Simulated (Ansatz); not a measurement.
## Run report: Al, band-structure calculation

The run: band-structure calculation of Al (1 atom in the cell). Method and program: DFT PBE, scalar-relativistic, plane waves, PAW, no spin polarisation (Ansatz 0.2.0).

The structure was made by a generator, so it may or may not be a known phase. Figures and captions count atoms from 1; the log counts them from 0 in places.

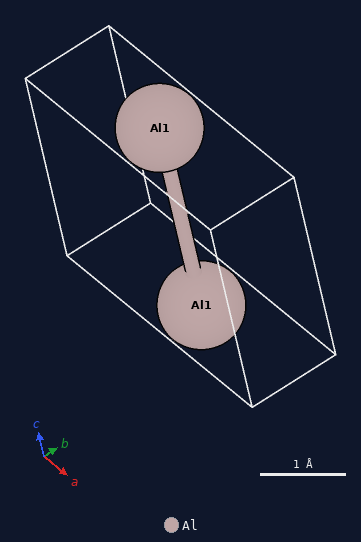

*The structure as given in the input (ball-and-stick view of the cell of the calculation, seen slightly off an axis; atoms are numbered from 1 in the order of the input).*

Near neighbours in the crystal (not all of them lie inside the picture): Al has 12 Al at 2.86 Å.

The input:
```yaml
crystal:
  lattice:
    - [-1.4291171068, 1.4289523621, 2.02020349]
    - [1.4291171068, -1.4289523621, 2.02020349]
    - [1.4291171068, 1.4289523621, -2.02020349]
  atoms:
    - { symbol: Al, position: [0.5, 0.5, 0.0] }
basis:
  ecutwfc: 420
kpoints:
  mp_grid: { grid: [26, 26, 26] }
  band_path:
    path:
      - [[0.0, 0.0, 0.0], [-2.882e-05, 2.882e-05, 0.5], [0.24997118, 0.25002882, 0.25], [-1.441e-05, 0.50001441, 1.441e-05], [0.0, 0.0, 0.0], [0.5, 0.5, -0.5], [0.37508647, 0.62491353, -0.37508647]]
      - [[-0.37511529, 0.37511529, 0.37511529], [0.0, 0.0, 0.0]]
      - [[-2.882e-05, 2.882e-05, 0.5], [-0.25021617, 0.25021617, 0.50001442]]
      - [[0.4999856, 0.5000144, -0.25018735], [0.5, 0.5, -0.5]]
    npoints: 14
hamiltonian:
  xc: pbe
scf:
  occupations: { method: gaussian, width: 0.1 }
  n_extra_bands: 6
output:
  forces: true
  stress: true
  eigenvalues: true
  populations: true
  dos: { projected: true, de: 0.02, nscf_kmesh: { grid: [32, 32, 32] } }
  bader: true
  write_density: true
  write_potential: true
  elf: true
  volumetric_format: npy
```

Hardware: 1 thread of Arm Neoverse V2, 24 GiB of memory available, shared host.

Command:
```bash
ansatz run input.yaml --threads 1 --pin off --max-ram 2560MiB --backend cpu --events-out ev --progress --plain --runs-dir out
```

Output:
```
scf.n_extra_bands = 6 over 2 filled bands (N_el = 3.0): the run solves 8 bands
Engine: ansatz 0.2.0, aarch64-unknown-linux-gnu
Pseudopotentials: kind: paw
Pseudopotential: Al, paw, valence charge 3, recommended cutoff 420 eV (normal), Al.paw.azcp
Functional definition: PBE
  parameter kappa = 0.804
  parameter beta = 0.06672455060314922
  exchange = pbe_x(kappa = kappa, mu = beta*pi^2/3)
  correlation = pbe_c(beta = beta)
Crystal: 1 atoms, lattice volume = 16.502 Å³
Basis set: ecut = 420 eV, 331 PW (Γ), exchange–correlation on 40×40×40 points (8 copies of the dense FFT grid, shifted against one another)
Bands: 8, of which v1, the nominal top of the filled ones, is band 2 counted from 1 (1 counted from 0)
Symmetry: 8 space group operations
Space group: Immm (ITA 71), of the structure as read, at distance tolerance 2.5e-5 Å
k-points: 2471 of 17576
Non-local potential: Al, projectors of the file, l = 0: 2, l = 1: 2, l = 2: 1
PAW form: soft (Blöchl's): semilocal exchange-correlation on the pseudo side does not see the compensation charge
PAW one-centre angular grid: Al, 110 points (default); XC on 64 Gauss nodes
Initial density: superposition of atomic densities (neutral atoms: chi_scale 0, normalization atom), corrected by the library's trained network
Initial wavefunctions: pseudopotential atomic-orbital guess
Functional: x = pbe(κ = 0.804, μ = 0.2195149727645171), c = pbe(β = 0.06672455060314922)
SCF iter   1: F=—  HF=-537.504668 eV  |F-HF|=—  |Δ(HF+E_count)|=         —  Δρ=4.61e-4  dr2=1.01e-5  ethr=1.77e-3  ⟨swp⟩=4.6  Hψ=151367  notcnv=0  defer=72
preconditioner: auto → none  [metal: Δε(μ)=0.001 eV  Ē_g=16.440 eV  σ=0.100 eV  W_gap=0.01  n_scr=0 (ndim 8)  ℏωp=15.8 eV  f_vac=0.000  D(μ)=0.39/eV (n_scr^D=0)]
SCF iter   2: F=—  HF=-537.504707 eV  |F-HF|=—  |Δ(HF+E_count)|=   3.87e-5  Δρ=2.35e-4  dr2=2.51e-6  ethr=3.38e-7  ⟨swp⟩=2.1  Hψ=42926  notcnv=0  defer=128
iter 3 did not close the SCF: its close was put off for the readings that it lacked (scf_convergence_deferred on its scf_iter line)
SCF iter   3: F=-537.504717 eV  HF=-537.504717 eV  |F-HF|=1.46e-8  |Δ(HF+E_count)|=   1.03e-5  Δρ=1.71e-5  dr2=5.17e-8  ethr=8.38e-8  ⟨swp⟩=2.0  Hψ=19070  notcnv=0  defer=128
iter 4 did not close the SCF: its close was put off for the readings that it lacked (scf_convergence_deferred on its scf_iter line)
SCF iter   4: F=-537.504717 eV  HF=-537.504717 eV  |F-HF|=2.02e-9  |Δ(HF+E_count)|=   1.10e-8  Δρ=5.84e-6  dr2=6.48e-9  ethr=1.72e-9  ⟨swp⟩=1.0  Hψ=15369  notcnv=0  defer=128
iter 5 did not close the SCF: its close was put off for the readings that it lacked (scf_convergence_deferred on its scf_iter line)
SCF iter   5: F=-537.504717 eV  HF=-537.504717 eV  |F-HF|=2.58e-11  |Δ(HF+E_count)|=   1.81e-9  Δρ=5.98e-7  dr2=7.10e-11  ethr=2.16e-10  ⟨swp⟩=1.0  Hψ=15369  notcnv=0  defer=128
SCF iter   6: F=-537.504717 eV  HF=-537.504717 eV  |F-HF|=1.36e-12  |Δ(HF+E_count)|=  1.59e-11  Δρ=1.45e-7  dr2=4.15e-12  ethr=2.37e-12  ⟨swp⟩=5.4  Hψ=84558  notcnv=0
SCF 1 converged in 6 iterations: F = -537.504717 eV  dr2 = 4.15e-12
  greatest PAW one-centre occupation: 0.446 electrons in one spin orbital (limit 2), on the Al atom at site 0 (counted from 0), in its partial waves of l = 0
```

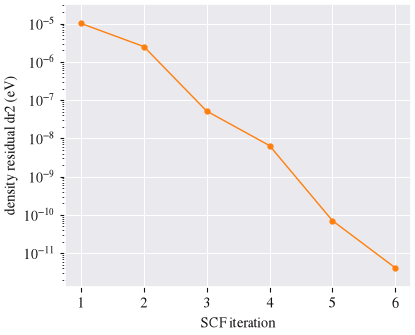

*Convergence of the self-consistent field: density residual dr2 against the SCF iteration.*

The residual falls at every step.

```
NSCF: frozen V_eff on 130 k-points
NSCF: frozen V_eff on 4505 k-points
SCF converged after 6 iterations
Free energy (F): -537.504717 eV
Harris-Foulkes:  -537.504717 eV  (|F-HF|=1.36e-12)
Internal energy: -537.502766 eV  (E = F + TS)
E sigma→0 (E₀):  -537.503742 eV
Entropy (-TS):   -0.001952 eV (-1.952 meV/atom)
Fermi energy:    7.952924 eV
--- Per-component energies (eV) ---
  E_band       = 10.564942
  E_kinetic    = 22.761132
  E_local      = 9.894419  (includes V_loc(G=0)·N_el)
  E_nonlocal   = 10.314984
  E_hartree    = 0.103973
  E_xc         = -39.730070
  E_vxc        = -28.954814  (∫ρ·V_xc dr)
  E_paw        = -467.335405  (= ΣΔE_a)
  E_vpaw       = -3.658723  (= ΣTr[D̂ρ^β])
  E_aug_tail   = -0.000002  (compensation charges beyond the density's cutoff)
  E_ewald      = -73.511796
  E_smearing   = -0.001952  (= −TS)
  E_closure    = 0.000000  (closes the sum)
  Σ components = -537.504717   (vs F -537.504717, Δ=0.00e0)
--- Forces (eV/Å), atoms counted from 1 ---
  atom   1  Al     0.00000000     0.00000000     0.00000000
  max |Σ_I F_I| component: 0.00e0 eV/Å
--- Stress (GPa, compression-positive) ---
       -0.042007       0.000000       0.000000
        0.000000      -0.032129       0.000000
        0.000000       0.000000      -0.021978
  P = ⅓ Tr σ = -0.0320 GPa (-0.320 kbar)
--- Band table (eV; the first three rows and the last of 2471) ---
  k-point 0: bands = ["-3.1833", "20.4608", "20.4644", "20.4667", "22.0553", "22.0561", "22.0593", "24.4434"]
  k-point 1: bands = ["-3.1298", "19.8871", "19.8906", "20.0708", "21.9249", "22.7084", "22.7101", "24.9422"]
  k-point 2: bands = ["-2.9691", "18.9579", "18.9611", "19.2255", "21.5627", "23.8645", "23.8662", "24.8941"]
  k-point 2470: bands = ["5.0282", "6.3439", "13.1637", "13.5335", "13.5377", "16.9895", "32.9251", "34.3907"]
--- Löwdin populations: 1 site ---
  site symbol       q [e]
     0     Al      2.9563
  spilling = 0.014571 (of n_electrons = 3.000000)
--- Bader charges: 1 site ---
  site symbol  charge [e]  shift [e]
     0     Al      0.0000     0.0000
  estimated error of the sums over rays = 9.7e-8 e
```

File bader_charges.tsv:
```
# site	symbol	x_ang	y_ang	z_ang	partial_charge_e	electrons	volume_ang3	relative_density_drop	shared_charge_e	partial_wave_shift_e
# quadrature_error_electrons = 9.7e-8
0	Al	0.0000	0.0000	2.0202	0.00000	13.00000	16.50	-	0.00000	0.00000
```

File populations.tsv:
```
# site	symbol	l	j	q
# orbitals = lowdin
# n_electrons = 3.000000
# spilling = 0.014571
0	Al	0_3S	-	0.924289
0	Al	1_3P	-	2.031999
```

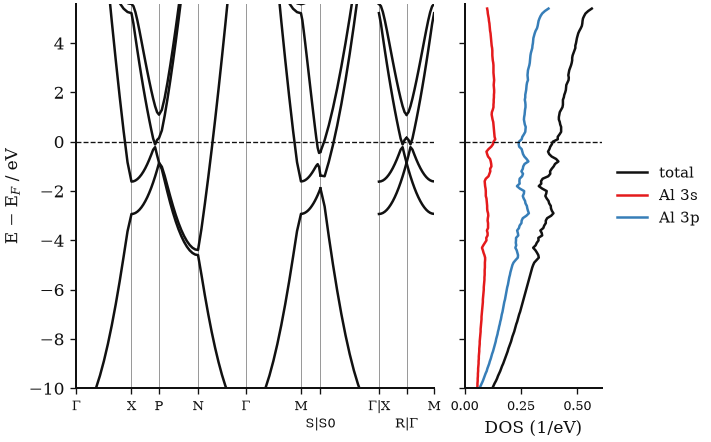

*Band structure along Γ–X–P–N–Γ–M–S|S0–Γ|X–R|Γ–M and density of states (projected on Löwdin-orthogonalised atomic shells), with energies from the Fermi level.*

Bands cross the Fermi level: a metal at this level of theory.

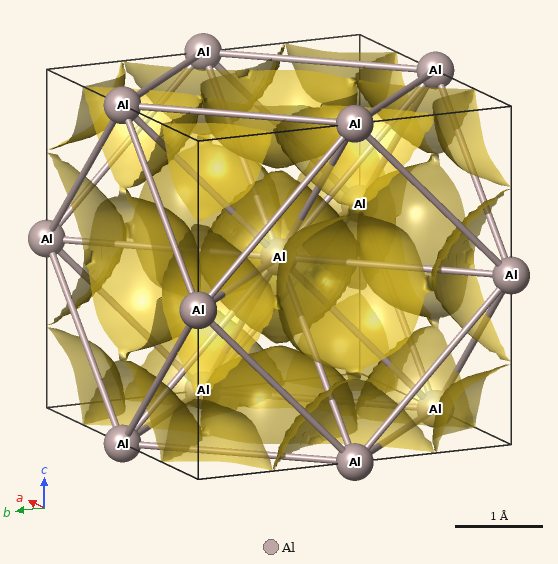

*Isosurface of the ELF at 0.5 (yellow), seen at an oblique angle. Only the valence region is drawn (cores and ρ < 0.01 e/Å³ removed). Sticks mark near contacts. The outline is the cell set on symmetry axes.*

Values along the shortest contacts: Al–Al (2.86 Å): the ELF is about 0.60 at the midpoint (nearly free electrons, as in a simple metal). Core electrons are frozen (PAW), so the fields are smoothed inside the atomic spheres.

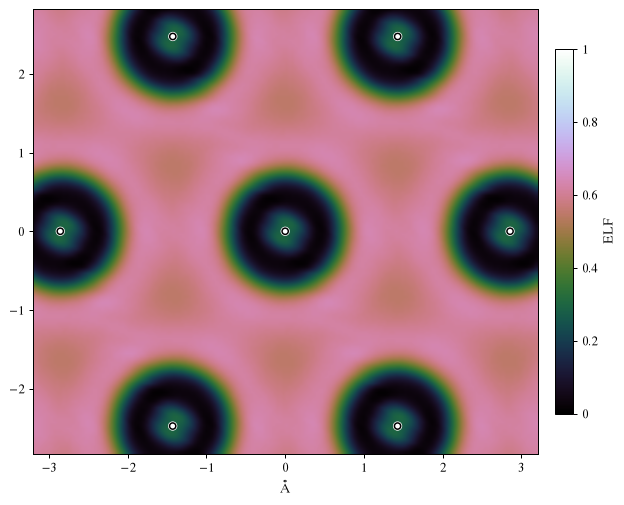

*Electron localisation function on the (111) plane of the conventional cell. Circles mark the nuclei in the plane (Al).*

Atoms in the plane: Al. Al–Al (2.86 Å): the ELF is about 0.60 at the midpoint (metallic bonding.

Summary:

- outcome: converged
- space group (tolerance 0.01 Å): Fm-3m (225)
- electrons treated: 3
- free energy: −537.5047 eV
- Fermi energy: 7.953 eV
- gap on the k-point mesh: none (metallic)
- pressure: −0.03 GPa
- largest force (length of the vector): under 0.001 eV/Å
- wall time: 33 s
- peak memory: 0.74 GiB
